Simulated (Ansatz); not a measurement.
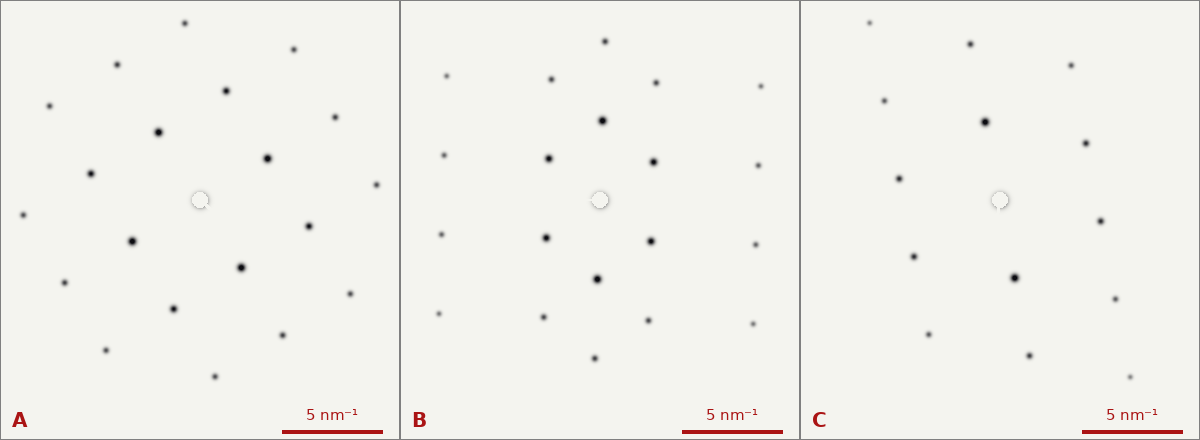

Kinematic zone-axis patterns, calculated for 120 keV electrons with B = 0.5 Å².

All three come from Se, space group I4_1/amd (No. 141), a = 5.05 Å, c = 3.82 Å. Structure: the end point of a relaxation with DFT r2SCAN, scalar-relativistic, plane waves, PAW in Ansatz 0.2.0; the starting structure was generated, so it need not be a known form of this composition.

Assign the zone axes [001], [100], [102] to A, B and C.

Answer. A is [001]: square net of 2 0 0 at d = 2.52 Å and 0 2 0 at d = 2.52 Å, at 90.0°. B is [100]: centred rectangular net of 0 1 1 at d = 3.04 Å and 0 -1 1 at d = 3.04 Å, at 74.2°. C is [102]: centred rectangular net of 0 2 0 at d = 2.52 Å and 2 1 -1 at d = 1.94 Å, at 67.4°.
